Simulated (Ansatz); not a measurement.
**Ti₉O₁₆ (charge +4): nudged elastic band (part 3 of 3)**

Ti₉O₁₆ (defect cell, 25 atoms in the cell, total charge +4); DFT PBE, scalar-relativistic, plane waves, PAW, no spin polarisation (Ansatz 0.2.0); cutoff 420 eV, 3×3×3 k-mesh, Gaussian smearing of 0.02 eV. The structure derives from an entry of the Crystallography Open Database.

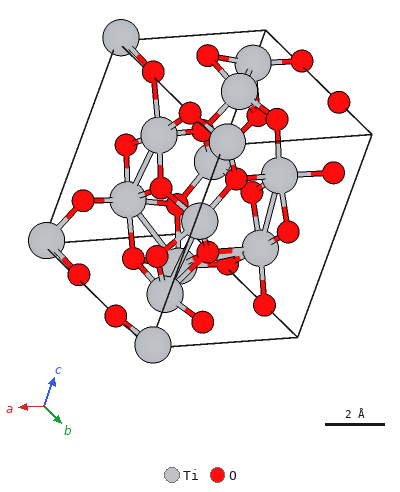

Fig. 1: The input geometry (ball-and-stick view of the cell of the calculation, seen at an oblique angle).

### The last band as extended XYZ, continued
```
25
Lattice="-4.6433 4.6433 0.0000 4.6433 4.6433 0.0000 0.0000 -4.6433 -5.9278" Properties=species:S:1:pos:R:3:forces:R:3 image=2 energy=-31657.32064
Ti    0.1232    4.6819   -2.9189   -0.0054   0.0053  -0.0010
Ti   -0.1672    4.9987   -0.0991    0.0058   0.0026   0.0013
Ti   -0.1396   -0.0307   -2.9189    0.0053  -0.0054  -0.0009
Ti    0.1508   -0.3475   -0.0991   -0.0058  -0.0030   0.0015
Ti    2.2908    2.4277   -1.5273    0.0017  -0.0065  -0.0173
Ti   -2.0399    2.4670   -4.3366   -0.0320  -0.0133  -0.0093
Ti   -2.3072    2.2235   -1.5273   -0.0015   0.0068  -0.0170
Ti    2.0235    2.1842   -4.3366    0.0321   0.0135  -0.0095
O     1.3590    1.3712   -2.8692    0.0293  -0.0270  -0.0041
O     1.4626    1.3439   -0.0010    0.0733  -0.0455  -0.0020
O    -3.1253    1.3909   -3.0218    0.0320  -0.0535   0.0553
O     1.3653    6.1015   -0.0290    0.0212  -0.0171   0.0113
O     0.8138    3.7430   -1.3406   -0.0519  -0.0657   0.0378
O     0.8639   -0.9829   -4.4712   -0.0594  -0.0475  -0.0111
O    -3.7525    3.6356   -1.6112   -0.0223  -0.0210  -0.0048
O     0.8284    3.6701   -4.3967    0.0024  -0.0163   0.0338
O     3.1090    3.2604   -3.0218   -0.0321   0.0533   0.0554
O     3.2616    3.1930   -0.0290   -0.0211   0.0173   0.0112
O    -1.3754    3.2800   -2.8692   -0.0293   0.0269  -0.0041
O    -1.4790    3.3073   -0.0010   -0.0731   0.0454  -0.0019
O    -0.9071    5.6590   -1.6112    0.0222   0.0210  -0.0049
O    -0.8448    0.9811   -4.3967   -0.0024   0.0164   0.0338
O    -0.8302    0.9082   -1.3406    0.0521   0.0655   0.0379
O     3.7630    0.9909   -4.4712    0.0592   0.0474  -0.0110
Ti   -0.0082   -2.3177   -5.3975   -0.0002   0.0004  -0.1801
25
Lattice="-4.6433 4.6433 0.0000 4.6433 4.6433 0.0000 0.0000 -4.6433 -5.9278" Properties=species:S:1:pos:R:3:forces:R:3 image=3 energy=-31657.25435
Ti    0.1134    4.6860   -2.9185    0.0068  -0.0033  -0.0030
Ti   -0.1553    4.9776   -0.1089    0.0037   0.0103   0.0155
Ti   -0.1257   -0.0307   -2.9185   -0.0068   0.0030  -0.0028
Ti    0.1429   -0.3222   -0.1089   -0.0035  -0.0106   0.0156
Ti    2.2787    2.4472   -1.5273    0.0032   0.0069   0.0028
Ti   -1.9996    2.4768   -4.3369    0.0105  -0.0035  -0.0154
Ti   -2.2911    2.2081   -1.5273   -0.0031  -0.0066   0.0030
Ti    1.9872    2.1786   -4.3369   -0.0105   0.0038  -0.0157
O     1.3275    1.3993   -2.8489    0.0005  -0.0026  -0.0013
O     1.3999    1.3960    0.0074   -0.0074   0.0039   0.0150
O    -3.1695    1.4489   -3.0646   -0.0074   0.0034   0.0010
O     1.3542    6.1215   -0.0397   -0.0014  -0.0016  -0.0036
O     0.8726    3.8076   -1.3813   -0.0034  -0.0074  -0.0011
O     0.9255   -0.9095   -4.4532   -0.0040  -0.0076  -0.0150
O    -3.7211    3.6614   -1.5969    0.0025   0.0006   0.0015
O     0.8433    3.6881   -4.4061    0.0016  -0.0014   0.0036
O     3.1572    3.2065   -3.0646    0.0073  -0.0035   0.0012
O     3.2767    3.1771   -0.0397    0.0014   0.0016  -0.0037
O    -1.3399    3.2560   -2.8489   -0.0006   0.0025  -0.0015
O    -1.4123    3.2593    0.0074    0.0077  -0.0040   0.0151
O    -0.9345    5.6373   -1.5969   -0.0026  -0.0005   0.0013
O    -0.8556    0.9673   -4.4062   -0.0016   0.0014   0.0037
O    -0.8850    0.8477   -1.3813    0.0036   0.0073  -0.0011
O     3.7055    0.9216   -4.4532    0.0039   0.0075  -0.0150
Ti   -0.0062   -2.3156   -5.1868   -0.0001   0.0003   0.0000
25
Lattice="-4.6433 4.6433 0.0000 4.6433 4.6433 0.0000 0.0000 -4.6433 -5.9278" Properties=species:S:1:pos:R:3:forces:R:3 image=4 energy=-31657.32064
Ti    0.0979    4.6740   -2.9185   -0.0066  -0.0017   0.0171
Ti   -0.1456    4.9413   -0.1092    0.0135  -0.0322   0.0094
Ti   -0.1063   -0.0145   -2.9185    0.0067   0.0015   0.0172
Ti    0.1372   -0.2818   -0.1092   -0.0133   0.0319   0.0094
Ti    2.2828    2.4611   -1.5269   -0.0053  -0.0052   0.0009
Ti   -1.9743    2.4888   -4.3467    0.0027  -0.0057  -0.0012
Ti   -2.2911    2.1984   -1.5269    0.0053   0.0054   0.0011
Ti    1.9660    2.1707   -4.3467   -0.0029   0.0059  -0.0015
O     1.3058    1.4308   -2.8347   -0.0210   0.0223   0.0049
O     1.3305    1.4577    0.0254   -0.0473   0.0594   0.0110
O    -3.2301    1.5078   -3.1052   -0.0657   0.0519  -0.0379
O     1.3403    6.1364   -0.0491   -0.0163  -0.0024  -0.0337
O     0.9306    3.8559   -1.4240    0.0535   0.0320  -0.0554
O     0.9776   -0.8427   -4.4449    0.0453   0.0732   0.0019
O    -3.6931    3.6969   -1.5766    0.0269   0.0293   0.0042
O     0.8632    3.7032   -4.4169    0.0172   0.0211  -0.0112
O     3.2217    3.1517   -3.1052    0.0655  -0.0520  -0.0378
O     3.2946    3.1663   -0.0491    0.0163   0.0025  -0.0339
O    -1.3141    3.2287   -2.8347    0.0210  -0.0222   0.0048
O    -1.3389    3.2018    0.0254    0.0475  -0.0593   0.0111
O    -0.9586    5.6058   -1.5766   -0.0270  -0.0293   0.0040
O    -0.8716    0.9563   -4.4169   -0.0172  -0.0212  -0.0112
O    -0.9389    0.8036   -1.4240   -0.0534  -0.0321  -0.0553
O     3.6574    0.8589   -4.4449   -0.0455  -0.0732   0.0020
Ti   -0.0042   -2.3135   -4.9761    0.0000   0.0003   0.1801
25
Lattice="-4.6433 4.6433 0.0000 4.6433 4.6433 0.0000 0.0000 -4.6433 -5.9278" Properties=species:S:1:pos:R:3:forces:R:3 image=5 energy=-31657.40674
Ti    0.0656    4.6386   -2.9161   -0.0065  -0.0220   0.0336
Ti   -0.1406    4.8795   -0.1073    0.0052  -0.0141   0.0121
Ti   -0.0699    0.0250   -2.9161    0.0064   0.0219   0.0336
Ti    0.1363   -0.2159   -0.1073   -0.0053   0.0140   0.0120
Ti    2.3082    2.4713   -1.5367   -0.0020  -0.0211  -0.0016
Ti   -1.9595    2.4812   -4.3817   -0.0237  -0.0186   0.0125
Ti   -2.3125    2.1923   -1.5367    0.0021   0.0212  -0.0015
Ti    1.9553    2.1825   -4.3817    0.0235   0.0184   0.0124
O     1.2872    1.4803   -2.8393   -0.0088   0.0148  -0.0253
O     1.2798    1.5234    0.0604   -0.0064   0.0386   0.0127
O    -3.2990    1.5558   -3.1151   -0.0324   0.0211  -0.0081
O     1.3124    6.1501   -0.0618   -0.0214  -0.0110  -0.0278
O     0.9782    3.8831   -1.4533    0.0189   0.0039  -0.0252
O     1.0152   -0.7909   -4.4364    0.0108   0.0186  -0.0112
O    -3.6525    3.7574   -1.5536    0.0157   0.0213  -0.0059
O     0.8970    3.7338   -4.4304    0.0103   0.0262  -0.0039
O     3.2947    3.1078   -3.1151    0.0324  -0.0210  -0.0080
O     3.3266    3.1568   -0.0619    0.0215   0.0111  -0.0278
O    -1.2915    3.1833   -2.8392    0.0088  -0.0149  -0.0255
O    -1.2841    3.1402    0.0605    0.0065  -0.0385   0.0127
O    -0.9951    5.5495   -1.5536   -0.0156  -0.0213  -0.0059
O    -0.9013    0.9298   -4.4304   -0.0102  -0.0261  -0.0039
O    -0.9825    0.7805   -1.4533   -0.0188  -0.0040  -0.0252
O     3.6238    0.8112   -4.4364   -0.0108  -0.0186  -0.0112
Ti   -0.0021   -2.3115   -4.7821    0.0000  -0.0002   0.0762
25
Lattice="-4.6433 4.6433 0.0000 4.6433 4.6433 0.0000 0.0000 -4.6433 -5.9278" Properties=species:S:1:pos:R:3:forces:R:3 image=6 energy=-31657.42519
Ti    0.0007    4.5679   -2.9059    0.0001   0.0014   0.0004
Ti   -0.1323    4.8075   -0.1031    0.0024  -0.0019   0.0005
Ti   -0.0011    0.0997   -2.9059    0.0002  -0.0016   0.0006
Ti    0.1319   -0.1398   -0.1031   -0.0011   0.0026   0.0012
Ti    2.3622    2.4831   -1.5752   -0.0003   0.0009  -0.0009
Ti   -1.9583    2.4377   -4.4556   -0.0059   0.0021   0.0004
Ti   -2.3624    2.1847   -1.5752    0.0002  -0.0004  -0.0027
Ti    1.9579    2.2298   -4.4555    0.0070  -0.0005  -0.0010
O     1.3055    1.5265   -2.8727    0.0018   0.0023   0.0012
O     1.2724    1.5624    0.1290   -0.0004   0.0010   0.0003
O    -3.3520    1.5620   -3.0836    0.0023   0.0019   0.0031
O     1.2829    6.1514   -0.0809    0.0014   0.0007  -0.0010
O     0.9788    3.8644   -1.4580    0.0000  -0.0001  -0.0012
O     1.0352   -0.7671   -4.4249   -0.0006  -0.0021  -0.0008
O    -3.6138    3.8153   -1.5291    0.0018  -0.0024  -0.0024
O     0.9134    3.7651   -4.4361   -0.0007   0.0008   0.0014
O     3.3517    3.1058   -3.0836   -0.0030  -0.0026   0.0025
O     3.3601    3.1596   -0.0808   -0.0023  -0.0015  -0.0028
O    -1.3057    3.1411   -2.8728   -0.0022  -0.0018   0.0015
O    -1.2725    3.1054    0.1289   -0.0010  -0.0016   0.0008
O    -1.0297    5.4957   -1.5292   -0.0024   0.0031  -0.0016
O    -0.9137    0.9026   -4.4362    0.0021  -0.0016   0.0021
O    -0.9791    0.8034   -1.4579    0.0005  -0.0004  -0.0016
O     3.6079    0.7916   -4.4250   -0.0007   0.0015  -0.0005
Ti   -0.0002   -2.3094   -4.6262    0.0007   0.0003   0.0004
```

This output came from the following input.

### The input
```yaml
crystal:
  lattice:
    - [-4.6432750096, 4.6432750096, 0.0]
    - [4.6432750096, 4.6432750096, 0.0]
    - [0.0, -4.6432750096, -5.9277640514]
  atoms:
    - { symbol: Ti, position: [0.7229926043, 0.7524909043, 0.4842675417] }
    - { symbol: Ti, position: [0.5507963697, 0.5258110079, -0.0016423924] }
    - { symbol: Ti, position: [0.2638861192, 0.2291070366, 0.4842642379] }
    - { symbol: Ti, position: [-0.0498720912, -0.0301034063, -0.0016316909] }
    - { symbol: Ti, position: [0.1218557675, 0.6380813071, 0.2597766501] }
    - { symbol: Ti, position: [0.8654589918, 0.3955691652, 0.7326134984] }
    - { symbol: Ti, position: [0.640513087, 0.1190357602, 0.2597822575] }
    - { symbol: Ti, position: [0.3697347584, 0.834370995, 0.732608949] }
    - { symbol: O, position: [0.2269295496, 0.5433419024, 0.4920321252] }
    - { symbol: O, position: [-0.024488417, 0.3050201038, 0.003520514] }
    - { symbol: O, position: [0.7331111257, 0.0600822421, 0.5040551823] }
    - { symbol: O, position: [0.4996180398, 0.8052363989, 0.0016316909] }
    - { symbol: O, position: [0.4221493781, 0.585755465, 0.2298011062] }
    - { symbol: O, position: [0.1911392515, 0.3546498528, 0.7717685196] }
    - { symbol: O, position: [0.9376497368, 0.1088888972, 0.2653764489] }
    - { symbol: O, position: [0.6687234804, 0.8439248825, 0.7363554273] }
    - { symbol: O, position: [0.2735497222, 0.9413004387, 0.5040421043] }
    - { symbol: O, position: [0.0046093338, 0.6937375456, 0.0016407551] }
    - { symbol: O, position: [0.7677154918, 0.4460377918, 0.4920477153] }
    - { symbol: O, position: [0.530636222, 0.1958344732, 0.0035301266] }
    - { symbol: O, position: [0.8303179677, 0.6538320757, 0.2653575664] }
    - { symbol: O, position: [0.5702537088, 0.3897756031, 0.736374552] }
    - { symbol: O, position: [0.3102734482, 0.1413818735, 0.2298071204] }
    - { symbol: O, position: [0.0832504814, 0.9144510603, 0.7717505702] }
    - { symbol: Ti, position: [0.2360906602, 0.2334478019, 0.9695734573] }
total_charge: 4
basis:
  ecutwfc: 420
  xc_grid: 2
kpoints:
  mp_grid: { grid: [3, 3, 3], shift: [0.0, 0.0, 0.0] }
hamiltonian:
  xc: pbe
scf:
  occupations: { method: gaussian, width: 0.02 }
output:
  forces: true
neb:
  images: 5
  f_tol: 0.05
  max_iterations: 70
  order_check: false
  final_atoms:
    - { symbol: Ti, position: [0.7369186929, 0.7370791174, 0.4902233499] }
    - { symbol: Ti, position: [0.540629005, 0.5121258093, 0.017391051] }
    - { symbol: Ti, position: [0.2559642398, 0.2557308295, 0.4902177425] }
    - { symbol: Ti, position: [-0.0205691652, 0.0078454933, 0.0173865016] }
    - { symbol: Ti, position: [0.1458929634, 0.6546218813, 0.2657357621] }
    - { symbol: Ti, position: [0.8491889921, 0.4274387622, 0.7516423924] }
    - { symbol: Ti, position: [0.6225090957, 0.1137250626, 0.2657324583] }
    - { symbol: Ti, position: [0.4051034063, 0.8267595997, 0.7516316909] }
    - { symbol: O, position: [0.2661111028, 0.5472732878, 0.4846235511] }
    - { symbol: O, position: [0.0203501472, 0.2943707319, -0.0217685196] }
    - { symbol: O, position: [0.789244535, 0.0673482718, 0.5201988938] }
    - { symbol: O, position: [0.5310751175, 0.8073680531, 0.0136445727] }
    - { symbol: O, position: [0.4336995613, 0.6445076179, 0.2459578957] }
    - { symbol: O, position: [0.1791655268, 0.4021060953, 0.7464698734] }
    - { symbol: O, position: [0.9289622082, 0.1506677765, 0.2579522847] }
    - { symbol: O, position: [0.6812624544, 0.8779685787, 0.7483592449] }
    - { symbol: O, position: [0.2336181265, 0.9554663278, 0.5201928796] }
    - { symbol: O, position: [-0.0147756031, 0.7088791568, 0.013625448] }
    - { symbol: O, position: [0.7211679243, 0.4399604013, 0.4846424336] }
    - { symbol: O, position: [0.4605489397, 0.1864999112, -0.0217505702] }
    - { symbol: O, position: [0.8316580976, 0.6098974244, 0.2579678748] }
    - { symbol: O, position: [0.5697636011, 0.372986349, 0.7483683091] }
    - { symbol: O, position: [0.3149177579, 0.1040559434, 0.2459448177] }
    - { symbol: O, position: [0.0699798962, 0.846991069, 0.746479486] }
    - { symbol: Ti, position: [0.1415521981, 0.1415172029, 0.7804265427] }
```

Run as:
```bash
ansatz run input.yaml --threads 4 --pin off --max-ram 10240MiB --backend cpu --events-out ev --progress --plain --runs-dir out
```

### Summary

- outcome: converged
- barrier, forward: 0.171 eV
- barrier, backward: 0.171 eV
- electrons treated: 200
- hardware: 4 threads of AMD EPYC (Zen 5), 64 GiB of memory available, shared host
- wall time: 4.2 min (CPU time 11 min)
- peak memory: 2.7 GiB

### Notes

The order of the saddle point was not checked.
